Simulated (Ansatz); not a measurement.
## Run report: Mo, band-structure calculation

System: Mo (Im-3m, 1 atom in the cell).
Method: DFT PBE, spin-orbit coupling, plane waves, PAW (Ansatz 0.2.0).

The structure derives from an entry of the Crystallography Open Database. Figures and captions count atoms from 1; the log counts them from 0 in places.

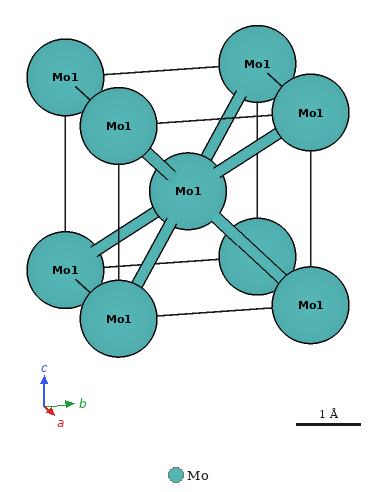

Fig. 1: The structure (ball-and-stick view of the cell 2 times as large as that of the calculation, set on its symmetry axes, seen slightly off an axis; atoms are numbered from 1 in the order of the input). Near neighbours in the crystal (not all of them lie inside the picture): Mo has 8 Mo at 2.74 Å.

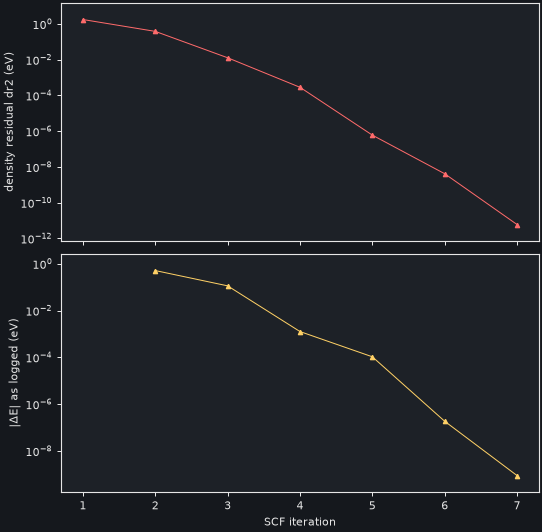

Fig. 2: Convergence of the self-consistent field: density residual dr2 and size of the energy change against the SCF iteration. The residual falls at every step.

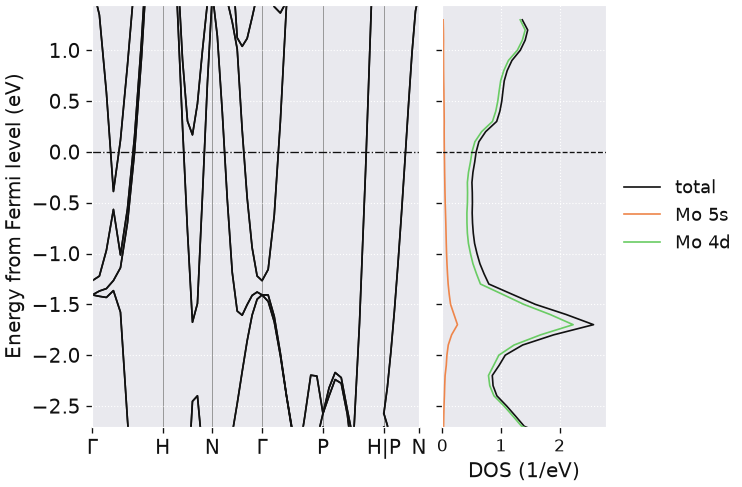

Fig. 3: Band structure along Γ–H–N–Γ–P–H|P–N and density of states (projected on Löwdin-orthogonalised atomic shells), with energies from the Fermi level. Bands cross the Fermi level: a metal at this level of theory.

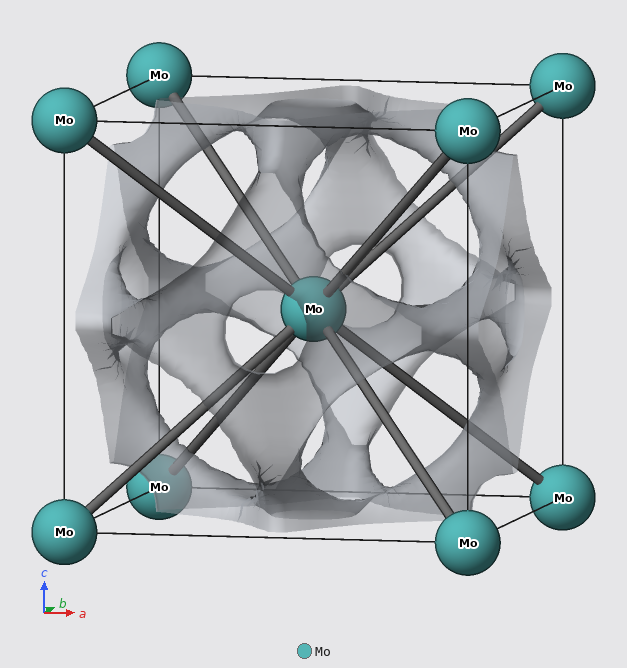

Fig. 4: Isosurface of the ELF at 0.4 (grey), seen slightly off an axis. Core shells and regions of very low density are left out. Sticks mark near contacts. The outline is the cell set on symmetry axes. Values along the shortest contacts: Mo–Mo (2.74 Å): the ELF is about 0.30 at the midpoint; no localised pair between them. The fields are those of the smooth PAW valence density.

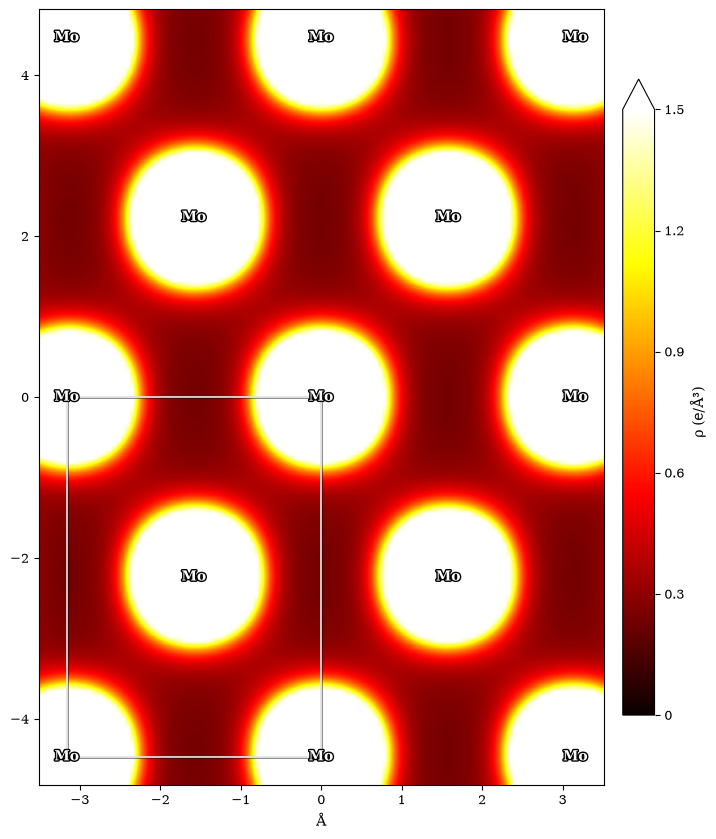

Fig. 5: Valence pseudo-density on the (011̄) plane of the conventional cell. The section cuts through Mo sites. Mo–Mo (2.74 Å): ρ at the midpoint is about 0.37 e/Å³. Away from the nuclei the density in this plane falls to 0.24 e/Å³ at its lowest.

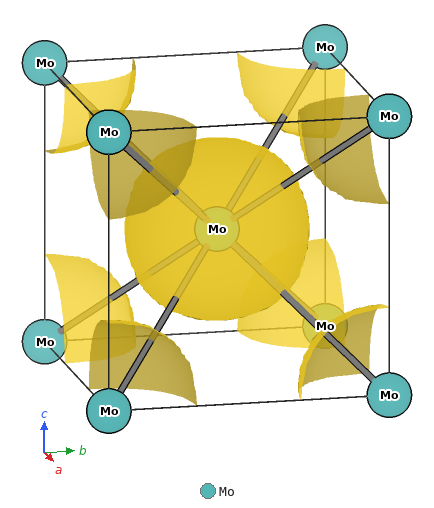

Fig. 6: Isosurface of the valence electron density at 0.6 e/Å³ (yellow), seen slightly off an axis. Sticks mark near contacts. The outline is the cell set on symmetry axes. At this value the density breaks into separate islands; it holds about 75 % of the electrons treated as valence (semicore included). It is pinched off along the Mo–Mo (2.74 Å) contacts. On the grid the lowest density along these lines, outside the cores, is 0.37 e/Å³ (Mo–Mo, 2.74 Å).

These pictures come from the run below.

**Input file**
```yaml
crystal:
  lattice:
    - [-1.5802206812, 1.5802206812, 1.5802206812]
    - [1.5802206812, -1.5802206812, 1.5802206812]
    - [1.5802206812, 1.5802206812, -1.5802206812]
  atoms:
    - { symbol: Mo, position: [0.0, 0.0, 0.0] }
basis:
  ecutwfc: 420
kpoints:
  mp_grid: { grid: [18, 18, 18] }
  band_path:
    path:
      - [[0.0, 0.0, 0.0], [0.5, -0.5, 0.5], [0.0, 0.0, 0.5], [0.0, 0.0, 0.0], [0.25, 0.25, 0.25], [0.5, -0.5, 0.5]]
      - [[0.25, 0.25, 0.25], [0.0, 0.0, 0.5]]
    npoints: 10
hamiltonian:
  xc: pbe
scf:
  occupations: { method: gaussian, width: 0.1 }
output:
  forces: true
  stress: true
  eigenvalues: true
  populations: true
  dos: { projected: true, de: 0.02 }
  bader: false
  write_density: true
  write_potential: true
  elf: true
  volumetric_format: npy
magnetization:
  noncollinear: true
  spin_orbit: true
```

Run as:
```bash
ansatz run input.yaml --threads 1 --pin off --max-ram 2560MiB --backend cpu --events-out ev --progress --plain --runs-dir out
```

**What the program printed**
```
Engine: ansatz 0.2.0, x86_64-unknown-linux-gnu
Pseudopotentials: kind: paw_fr
Pseudopotential: Mo, paw_fr, valence charge 14, recommended cutoff 420 eV (normal), Mo.paw.azcp#standard-fr
Functional definition: PBE
  parameter kappa = 0.804
  parameter beta = 0.06672455060314922
  exchange = pbe_x(kappa = kappa, mu = beta*pi^2/3)
  correlation = pbe_c(beta = beta)
non-collinear run that drives no moment, with spin-orbit: no starting moment large enough to seed its density (crystal.atoms[].spin), no starting occupations that ask for one, no magnetisation constraint and no magnetic field, so the semilocal B_xc is pinned to zero
Crystal: 1 atoms, lattice volume = 15.784 Å³
Basis set: ecut = 420 eV, 321 PW (Γ), exchange–correlation on 40×40×40 points (8 copies of the dense FFT grid, shifted against one another)
Bands: 22, of which v1, the nominal top of the filled ones, is band 14 counted from 1 (13 counted from 0)
Symmetry: 48 space group operations + 48 with time reversal
Magnetic group: BNS 229.141 (UNI 1643), of the structure as read, at distance tolerance 2.5e-5 Å
k-points: 195 of 5832
Projection manifold: j_resolved (fully-relativistic pseudo-atomic orbitals)
Non-local potential: Mo, projectors of the file, l = 0: 3, l = 1: 4, l = 2: 4, l = 3: 2
PAW form: soft (Blöchl's): semilocal exchange-correlation on the pseudo side does not see the compensation charge
PAW one-centre angular grid: Mo, 590 points (default); XC on 64 Gauss nodes
Initial density: superposition of atomic densities (chi_scale 0.1, normalization cell)
Initial wavefunctions: pseudopotential atomic-orbital guess
Functional: x = pbe(κ = 0.804, μ = 0.2195149727645171), c = pbe(β = 0.06672455060314922)
SCF iter   1: F=—  HF=-4957.820732 eV  |F-HF|=—  |Δ(HF+E_count)|=         —  Δρ=1.06e-1  dr2=1.78e0  dr2_m=0.00e0 (ungated)  ethr=3.10e-3  |M|=0.00e0 ∫|m|=0.00e0 μB  |m|>n=0.0e0 m-floor=0.0e0 τ_xc=0.0e0  β_m=0.30  ⟨swp⟩=7.1  Hψ=11678  notcnv=0  defer=12
preconditioner: auto → none  [metal: Δε(μ)=0.005 eV  Ē_g=8.558 eV  σ=0.100 eV  W_gap=0.03  n_scr=0 (ndim 8)  ℏωp=22.9 eV  f_vac=0.000  D(μ)=0.80/eV (n_scr^D=12)]
SCF iter   2: F=—  HF=-4957.308075 eV  |F-HF|=—  |Δ(HF+E_count)|=   5.13e-1  Δρ=5.47e-2  dr2=3.86e-1  dr2_m=0.00e0 (ungated)  ethr=3.10e-3  |M|=0.00e0 ∫|m|=0.00e0 μB  |m|>n=0.0e0 m-floor=0.0e0 τ_xc=0.0e0  β_m=0.43  ⟨swp⟩=2.9  Hψ=4772  notcnv=0  defer=488
SCF iter   3: F=—  HF=-4957.194434 eV  |F-HF|=—  |Δ(HF+E_count)|=   1.14e-1  Δρ=1.61e-2  dr2=1.29e-2  dr2_m=0.00e0 (ungated)  ethr=2.75e-3  |M|=0.00e0 ∫|m|=0.00e0 μB  |m|>n=0.0e0 m-floor=0.0e0 τ_xc=0.0e0  β_m=0.66  ⟨swp⟩=3.0  Hψ=3722  notcnv=0  defer=488
SCF iter   4: F=—  HF=-4957.193161 eV  |F-HF|=—  |Δ(HF+E_count)|=   1.27e-3  Δρ=1.42e-3  dr2=2.87e-4  dr2_m=0.00e0 (ungated)  ethr=9.24e-5  |M|=0.00e0 ∫|m|=0.00e0 μB  |m|>n=0.0e0 m-floor=0.0e0 τ_xc=0.0e0  β_m=0.83  ⟨swp⟩=2.0  Hψ=3360  notcnv=0  defer=480
SCF iter   5: F=—  HF=-4957.193055 eV  |F-HF|=—  |Δ(HF+E_count)|=   1.06e-4  Δρ=9.50e-5  dr2=6.04e-7  dr2_m=0.00e0 (ungated)  ethr=2.05e-6  |M|=0.00e0 ∫|m|=0.00e0 μB  |m|>n=0.0e0 m-floor=0.0e0 τ_xc=0.0e0  β_m=0.89  ⟨swp⟩=2.0  Hψ=3091  notcnv=0  defer=480
SCF iter   6: F=—  HF=-4957.193055 eV  |F-HF|=—  |Δ(HF+E_count)|=   1.86e-7  Δρ=6.59e-6  dr2=4.17e-9  dr2_m=0.00e0 (ungated)  ethr=7.14e-10  |M|=0.00e0 ∫|m|=0.00e0 μB  |m|>n=0.0e0 m-floor=0.0e0 τ_xc=0.0e0  β_m=0.92  ⟨swp⟩=11.9  Hψ=14765  notcnv=0
SCF iter   7: F=-4957.193055 eV  HF=-4957.193055 eV  |F-HF|=0.00e0  |Δ(HF+E_count)|=  8.89e-10  Δρ=2.91e-7  dr2=5.99e-12  dr2_m=0.00e0 (ungated)  ethr=2.98e-11  |M|=0.00e0 ∫|m|=0.00e0 μB  |m|>n=0.0e0 m-floor=0.0e0 τ_xc=0.0e0  ⟨swp⟩=4.0  Hψ=9601  notcnv=0
SCF 1 converged in 7 iterations: F = -4957.193055 eV  dr2 = 5.99e-12
  greatest PAW one-centre occupation: 0.998 electrons in one spin orbital (limit 2), on the Mo atom at site 0 (counted from 0), in its partial waves of l = 0
NSCF: frozen V_eff on 62 k-points
SCF converged after 7 iterations
Magnetization: |M| = 0.0000 μB,  M = (+0.0000, +0.0000, +0.0000) μB
Absolute magnetization: 0.0000 μB (∫|m|)
  site 0: m = (+0.0000, +0.0000, +0.0000) μB, |m| = 0.0000 μB  (R = 1.13 Å)
Free energy (F): -4957.193055 eV
Harris-Foulkes:  -4957.193055 eV  (|F-HF|=0.00e0)
Internal energy: -4957.190363 eV  (E = F + TS)
E sigma→0 (E₀):  -4957.191709 eV
Entropy (-TS):   -0.002692 eV (-2.692 meV/atom)
Fermi energy:    20.885399 eV
--- Per-component energies (eV) ---
  E_band       = -58.222199
  E_kinetic    = 440.583871
  E_local      = -790.571547  (includes V_loc(G=0)·N_el)
  E_nonlocal   = 142.180913
  E_hartree    = 261.166352
  E_xc         = -183.483266
  E_vxc        = -229.005688  (∫ρ·V_xc dr)
  E_paw        = -3202.116534  (= ΣΔE_a)
  E_vpaw       = -143.742441  (= ΣTr[D̂ρ^β])
  E_aug_tail   = 0.000043  (compensation charges beyond the density's cutoff)
  E_ewald      = -1624.950194
  E_smearing   = -0.002692  (= −TS)
  E_closure    = -0.000000  (closes the sum)
  Σ components = -4957.193055   (vs F -4957.193055, Δ=0.00e0)
--- Forces (eV/Å), atoms counted from 1 ---
  atom   1  Mo    -0.00000000     0.00000000     0.00000000
  max |Σ_I F_I| component: 1.22e-30 eV/Å
--- Stress (GPa, compression-positive) ---
        0.090821      -0.000000      -0.000000
       -0.000000       0.090821      -0.000000
        0.000000       0.000000       0.090821
  P = ⅓ Tr σ = 0.0908 GPa (0.908 kbar)
--- Band table (eV; the first three rows and the last of 195) ---
  k-point 0: bands = ["-40.3941", "-40.3941", "-15.4618", "-15.4618", "-12.8685", "-12.8685", "-12.8685", "-12.8685", "13.6764", "13.6764", "19.4782", "19.4782", "19.4782", "19.4782", "19.6186", "19.6186", "22.5214", "22.5214", "22.5214", "22.5214", "35.5491", "35.5491"]
  k-point 1: bands = ["-40.3866", "-40.3866", "-15.4787", "-15.4787", "-12.9027", "-12.9027", "-12.8752", "-12.8752", "13.8119", "13.8119", "19.4245", "19.4245", "19.5064", "19.5064", "19.6825", "19.6825", "22.4079", "22.4079", "22.5236", "22.5236", "35.6502", "35.6502"]
  k-point 2: bands = ["-40.3649", "-40.3649", "-15.5283", "-15.5283", "-12.9992", "-12.9992", "-12.8942", "-12.8942", "14.1989", "14.1989", "19.2295", "19.2295", "19.4578", "19.4578", "20.0355", "20.0355", "22.1569", "22.1569", "22.5353", "22.5353", "35.8907", "35.8907"]
  k-point 194: bands = ["-39.9602", "-39.9602", "-16.2936", "-16.2936", "-13.8587", "-13.8587", "-13.8587", "-13.8587", "15.5106", "15.5106", "15.5106", "15.5106", "24.7299", "24.7299", "24.7299", "24.7299", "24.9314", "24.9314", "29.3594", "29.3594", "30.0771", "30.0771"]
--- Löwdin populations: 1 site ---
  site symbol       q [e]
     0     Mo     13.9215
  spilling = 0.005606 (of n_electrons = 14.000000)
```

**File populations.tsv**
```
# site	symbol	l	j	q
# orbitals = lowdin
# n_electrons = 14.000000
# spilling = 0.005606
0	Mo	0_4S	0.5	1.944759
0	Mo	0_5S	0.5	0.752051
0	Mo	1_4P	0.5	1.995678
0	Mo	1_4P	1.5	3.989812
0	Mo	2_4D	1.5	2.179424
0	Mo	2_4D	2.5	3.059794
```

**Summary**

```json
{"quantity": "outcome", "value": "converged"}
{"quantity": "space group (tolerance 0.01 Å)", "value": "Im-3m (229)"}
{"quantity": "electrons treated", "value": "14"}
{"quantity": "free energy", "value": "−4957.1931 eV"}
{"quantity": "Fermi energy", "value": "20.885 eV"}
{"quantity": "gap on the k-point mesh", "value": "none (metallic)"}
{"quantity": "net moment of the cell", "value": "0.00 μB"}
{"quantity": "integrated absolute moment", "value": "0.00 μB"}
{"quantity": "pressure", "value": "0.09 GPa"}
{"quantity": "largest force (length of the vector)", "value": "under 0.001 eV/Å"}
{"quantity": "hardware", "value": "1 thread of Intel Xeon (Granite Rapids), 192 GiB of memory available, shared host"}
{"quantity": "wall time", "value": "8 s"}
{"quantity": "peak memory", "value": "0.46 GiB"}
```
